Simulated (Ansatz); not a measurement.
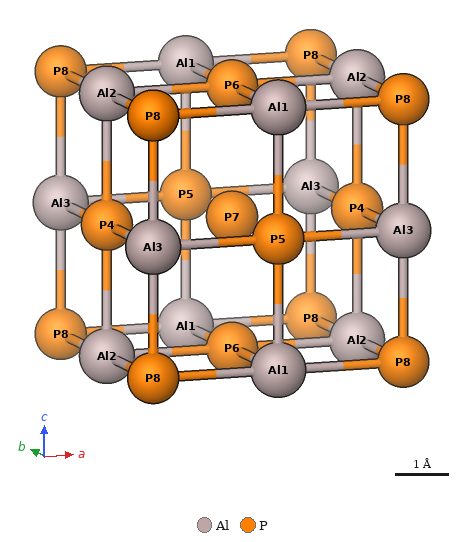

The structure as given in the input (ball-and-stick view of the cell of the calculation, seen slightly off an axis; atoms are numbered from 1 in the order of the input).

# What a change does: geometry relaxation on Al$_{3}$P$_{5}$

System: Al$_{3}$P$_{5}$ (8 atoms in the cell).
Method of run 1: DFT PBE, scalar-relativistic, plane waves, PAW, no spin polarisation (Ansatz 0.2.0).

The structure was made by a generator, so it may or may not be a known phase. Text and figures count atoms from 1; the logs count them from 0 in places.

**Input file, run 1**
```yaml
crystal:
  lattice:
    - [5.0486495042, 0.0, 0.0]
    - [0.0, 5.0486495042, 0.0]
    - [0.0, 0.0, 5.0486495042]
  atoms:
    - { symbol: Al, position: [0.5, 0.0, 0.0] }
    - { symbol: Al, position: [0.0, 0.5, 0.0] }
    - { symbol: Al, position: [0.0, 0.0, 0.5] }
    - { symbol: P, position: [0.0, 0.5, 0.5] }
    - { symbol: P, position: [0.5, 0.0, 0.5] }
    - { symbol: P, position: [0.5, 0.5, 0.0] }
    - { symbol: P, position: [0.5, 0.5, 0.5] }
    - { symbol: P, position: [0.0, 0.0, 0.0] }
basis:
  ecutwfc: 420
kpoints:
  mp_grid: { grid: [8, 8, 8] }
hamiltonian:
  xc: pbe
scf:
  occupations: { method: gaussian, width: 0.1 }
output:
  forces: true
  stress: true
  eigenvalues: true
  write_density: true
  write_potential: true
  elf: true
  volumetric_format: npy
relax:
  adjacent_minimum: "off"
  f_tol: 0.01
  max_steps: 80
  cell: { stress_tol: 0.05 }
```

Command:
```bash
ansatz run input.yaml --threads 1 --pin off --max-ram 2048MiB --backend cpu --events-out ev --progress --plain --runs-dir out
```

Hardware: 1 thread of Intel Xeon @ 2.50GHz (Skylake/Cascade Lake), 64 GiB of memory available, shared host.

**Output, shortened to warnings, some set-up lines, iterations and results (run 1)**
```
Basis set: ecut = 420 eV, 2517 PW (Γ), exchange–correlation on 72×72×72 points (8 copies of the dense FFT grid, shifted against one another)
Symmetry: 48 space group operations
k-points: 35 of 512
Initial density: superposition of atomic densities (neutral atoms: chi_scale 0, normalization atom), corrected by the library's trained network
[...]
SCF iter   1: F=—  HF=-5392.513413 eV  |F-HF|=—  |Δ(HF+E_count)|=         —  Δρ=3.14e-3  dr2=2.81e-2  ethr=1.77e-3  ⟨swp⟩=9.7  Hψ=6091  notcnv=0  defer=3
SCF iter   2: F=—  HF=-5392.509967 eV  |F-HF|=—  |Δ(HF+E_count)|=   3.45e-3  Δρ=1.34e-3  dr2=3.34e-3  ethr=8.27e-5  ⟨swp⟩=1.3  Hψ=1205  notcnv=0  defer=7
SCF iter   3: F=—  HF=-5392.509770 eV  |F-HF|=—  |Δ(HF+E_count)|=   1.97e-4  Δρ=4.53e-4  dr2=2.62e-4  ethr=9.82e-6  ⟨swp⟩=2.3  Hψ=1237  notcnv=0  defer=7
SCF iter   4: F=—  HF=-5392.509791 eV  |F-HF|=—  |Δ(HF+E_count)|=   2.09e-5  Δρ=6.45e-5  dr2=5.97e-6  ethr=7.71e-7  ⟨swp⟩=2.1  Hψ=1378  notcnv=0  defer=7
SCF iter   5: F=—  HF=-5392.510260 eV  |F-HF|=—  |Δ(HF+E_count)|=   4.70e-4  Δρ=1.27e-5  dr2=2.05e-7  ethr=1.75e-8  ⟨swp⟩=2.3  Hψ=1323  notcnv=0  defer=7
[... 11 lines ...]
SCF iter   3: F=—  HF=-5392.510264 eV  |F-HF|=—  |Δ(HF+E_count)|=  4.09e-10  Δρ=1.17e-6  dr2=1.42e-9  ethr=8.45e-12  ⟨swp⟩=1.1  Hψ=877  notcnv=0
SCF iter   4: F=—  HF=-5392.510264 eV  |F-HF|=—  |Δ(HF+E_count)|=  8.66e-10  Δρ=4.02e-7  dr2=2.09e-10  ethr=4.19e-12  ⟨swp⟩=2.0  Hψ=1466  notcnv=0
SCF iter   5: F=-5392.510264 eV  HF=-5392.510264 eV  |F-HF|=7.28e-12  |Δ(HF+E_count)|=  2.91e-11  Δρ=2.82e-7  dr2=7.36e-11  ethr=1.00e-12  ⟨swp⟩=8.8  Hψ=4618  notcnv=0
SCF 3 converged in 5 iterations: F = -5392.510264 eV  dr2 = 7.36e-11
relax step   3: F+E_penalty+E_count = -5392.51026377 eV  Δ(F+E_penalty+E_count) = +4.329e-5 eV  max|allowed force component| = 1.290e-30 eV/Å  Δτ_max = 0.0000 Å  P = -0.013 …
basis re-selected at this cell: Δ(F+E_penalty+E_count) = +4.329e-5 eV, ΔP = -0.000 GPa vs the last step (what re-selecting the basis moved, of the pressure what is left beyond the Pulay correction that the steps carried, after the strain that the cell walked since its last selection, with what the …
SCF converged after 5 iterations
Free energy (F): -5392.510264 eV
Harris-Foulkes:  -5392.510264 eV  (|F-HF|=7.28e-12)
Internal energy: -5392.493250 eV  (E = F + TS)
E sigma→0 (E₀):  -5392.501757 eV
Entropy (-TS):   -0.017013 eV (-2.127 meV/atom)
Fermi energy:    8.582146 eV
--- Per-component energies (eV) ---
  E_band       = 105.022296
  E_kinetic    = 423.632634
  E_local      = -196.772177  (includes V_loc(G=0)·N_el)
  E_nonlocal   = 198.514433
  E_hartree    = 60.996770
  E_xc         = -429.053089
  E_vxc        = -394.293132  (∫ρ·V_xc dr)
  E_paw        = -4248.086389  (= ΣΔE_a)
  E_vpaw       = -48.053081  (= ΣTr[D̂ρ^β])
  E_aug_tail   = 0.000010  (compensation charges beyond the density's cutoff)
  E_ewald      = -1201.725441
  E_smearing   = -0.017013  (= −TS)
  E_closure    = 0.000000  (closes the sum)
  Σ components = -5392.510264   (vs F -5392.510264, Δ=0.00e0)
--- Forces (eV/Å), atoms counted from 1 ---
  atom   1  Al    -0.00000000     0.00000000     0.00000000
  atom   2  Al    -0.00000000    -0.00000000     0.00000000
  atom   3  Al     0.00000000    -0.00000000     0.00000000
  atom   4  P      0.00000000    -0.00000000     0.00000000
  atom   5  P     -0.00000000     0.00000000    -0.00000000
  atom   6  P     -0.00000000     0.00000000     0.00000000
  atom   7  P     -0.00000000     0.00000000     0.00000000
  atom   8  P      0.00000000    -0.00000000     0.00000000
  max |Σ_I F_I| component: 2.30e-30 eV/Å
--- Stress (GPa, compression-positive) ---
       -0.013315       0.000000       0.000000
        0.000000      -0.013315       0.000000
        0.000000       0.000000      -0.013315
  P = ⅓ Tr σ = -0.0133 GPa (-0.133 kbar)
--- Relaxed structure (2 steps of the walk, 2 accepted, 1 SCFs on fresh bases) ---
  F+E_penalty+E_count = -5392.51026377 eV   max|allowed force component| = 1.290e-30 eV/Å   (the final SCF, on the basis selected at the relaxed cell)
  cell:  # Å, volume = 128.5923 Å³
    - [5.047446276402224, -3.851859888774472e-34, 0.0]
[...]
```

For run 2 the input was changed thus:
```diff
-  ecutwfc: 420
+  ecutwfc: "500 eV"
+  mixing: { preconditioner: resta }
-  write_density: true
-  write_potential: true
-  elf: true
-  volumetric_format: npy
```

Predict how the results change.

The free energy of run 2 is 0.27 meV per atom lower, which comes mainly from the change of cutoff or grids; a solver setting shouldn't move a converged energy. More plane waves can only lower the energy of a fixed Hamiltonian, so the higher cutoff gives the lower value. The SCF takes 17 iterations over all geometry steps against 15.

**Output, shortened to warnings, some set-up lines, iterations and results (run 2)**
```
Basis set: ecut = 500 eV, 3239 PW (Γ), exchange–correlation on 80×80×80 points (8 copies of the dense FFT grid, shifted against one another)
Symmetry: 48 space group operations
k-points: 35 of 512
Initial density: superposition of atomic densities (neutral atoms: chi_scale 0, normalization atom), corrected by the library's trained network
[...]
SCF iter   1: F=—  HF=-5392.516261 eV  |F-HF|=—  |Δ(HF+E_count)|=         —  Δρ=3.15e-3  dr2=2.84e-2  ethr=1.77e-3  ⟨swp⟩=10.0  Hψ=6199  notcnv=0  defer=2
SCF iter   2: F=—  HF=-5392.521126 eV  |F-HF|=—  |Δ(HF+E_count)|=   4.87e-3  Δρ=3.03e-3  dr2=4.43e-2  ethr=8.35e-5  ⟨swp⟩=2.0  Hψ=1578  notcnv=0  defer=14
SCF iter   3: F=—  HF=-5392.512513 eV  |F-HF|=—  |Δ(HF+E_count)|=   8.61e-3  Δρ=7.34e-4  dr2=5.91e-4  ethr=8.35e-5  ⟨swp⟩=2.0  Hψ=1203  notcnv=0  defer=14
SCF iter   4: F=—  HF=-5392.512662 eV  |F-HF|=—  |Δ(HF+E_count)|=   1.49e-4  Δρ=2.67e-4  dr2=1.72e-4  ethr=1.74e-6  ⟨swp⟩=2.1  Hψ=1304  notcnv=0  defer=14
SCF iter   5: F=—  HF=-5392.512626 eV  |F-HF|=—  |Δ(HF+E_count)|=   3.54e-5  Δρ=5.41e-5  dr2=4.60e-6  ethr=5.05e-7  ⟨swp⟩=2.0  Hψ=1224  notcnv=0  defer=14
[... 13 lines ...]
SCF iter   4: F=—  HF=-5392.512453 eV  |F-HF|=—  |Δ(HF+E_count)|=  4.74e-10  Δρ=6.80e-7  dr2=8.00e-10  ethr=1.39e-11  ⟨swp⟩=2.5  Hψ=1223  notcnv=0
SCF iter   5: F=—  HF=-5392.512453 eV  |F-HF|=—  |Δ(HF+E_count)|=  9.82e-11  Δρ=2.17e-7  dr2=9.49e-11  ethr=2.35e-12  ⟨swp⟩=2.3  Hψ=1316  notcnv=0
SCF iter   6: F=-5392.512453 eV  HF=-5392.512453 eV  |F-HF|=9.09e-13  |Δ(HF+E_count)|=  4.55e-12  Δρ=7.61e-8  dr2=6.19e-12  ethr=1.00e-12  ⟨swp⟩=6.4  Hψ=3620  notcnv=0
SCF 3 converged in 6 iterations: F = -5392.512453 eV  dr2 = 6.19e-12
relax step   3: F+E_penalty+E_count = -5392.51245260 eV  Δ(F+E_penalty+E_count) = +3.110e-6 eV  max|allowed force component| = 1.307e-29 eV/Å  Δτ_max = 0.0000 Å  P = -0.013 …
basis re-selected at this cell: Δ(F+E_penalty+E_count) = +3.110e-6 eV, ΔP = +0.000 GPa vs the last step (what re-selecting the basis moved, of the pressure what is left beyond the Pulay correction that the steps carried, after the strain that the cell walked since its last selection, with what the …
SCF converged after 6 iterations
Free energy (F): -5392.512453 eV
Harris-Foulkes:  -5392.512453 eV  (|F-HF|=9.09e-13)
Internal energy: -5392.495441 eV  (E = F + TS)
E sigma→0 (E₀):  -5392.503947 eV
Entropy (-TS):   -0.017012 eV (-2.126 meV/atom)
Fermi energy:    8.581993 eV
--- Per-component energies (eV) ---
  E_band       = 105.018630
  E_kinetic    = 423.633796
  E_local      = -196.775993  (includes V_loc(G=0)·N_el)
  E_nonlocal   = 198.513741
  E_hartree    = 60.997850
  E_xc         = -429.052136
  E_vxc        = -394.292392  (∫ρ·V_xc dr)
  E_paw        = -4248.089723  (= ΣΔE_a)
  E_vpaw       = -48.056229  (= ΣTr[D̂ρ^β])
  E_aug_tail   = -0.000000  (compensation charges beyond the density's cutoff)
  E_ewald      = -1201.722977
  E_smearing   = -0.017012  (= −TS)
  E_closure    = 0.000000  (closes the sum)
  Σ components = -5392.512453   (vs F -5392.512453, Δ=0.00e0)
--- Forces (eV/Å), atoms counted from 1 ---
  atom   1  Al    -0.00000000    -0.00000000    -0.00000000
  atom   2  Al     0.00000000     0.00000000    -0.00000000
  atom   3  Al    -0.00000000    -0.00000000    -0.00000000
  atom   4  P      0.00000000     0.00000000    -0.00000000
  atom   5  P     -0.00000000    -0.00000000     0.00000000
  atom   6  P      0.00000000     0.00000000     0.00000000
  atom   7  P      0.00000000    -0.00000000     0.00000000
  atom   8  P     -0.00000000     0.00000000    -0.00000000
  max |Σ_I F_I| component: 3.55e-30 eV/Å
--- Stress (GPa, compression-positive) ---
       -0.013278       0.000000       0.000000
       -0.000000      -0.013278       0.000000
        0.000000       0.000000      -0.013278
  P = ⅓ Tr σ = -0.0133 GPa (-0.133 kbar)
--- Relaxed structure (2 steps of the walk, 2 accepted, 1 SCFs on fresh bases) ---
  F+E_penalty+E_count = -5392.51245260 eV   max|allowed force component| = 1.307e-29 eV/Å   (the final SCF, on the basis selected at the relaxed cell)
  cell:  # Å, volume = 128.5931 Å³
    - [5.047456625755421, 0.0, 3.2098832406453924e-35]
[...]
```

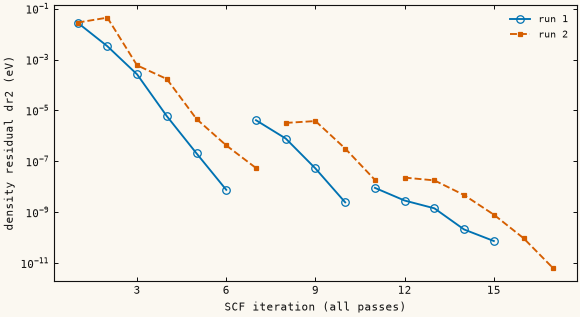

Convergence of the two runs: density residual dr2 against the SCF iteration. A break in a curve parts two SCF passes. Run 1 takes 15 iterations in all, and run 2 takes 17.

**The two runs side by side**

| quantity | run 1 | run 2 |
| --- | --- | --- |
| outcome | converged | converged |
| free energy per atom (eV) | −674.0638 | −674.0641 |
| energy per atom, smearing taken to zero (eV) | −674.0627 | −674.0630 |
| gap on the mesh (eV) | 0.00 | 0.00 |
| pressure (GPa) | −0.01 | −0.01 |
| largest force (eV/Å) | 0.000 | 0.000 |
| SCF iterations | 15 | 17 |
| irreducible k-points | 35 | 35 |
| wall time (shared host) | 23 s | 30 s |
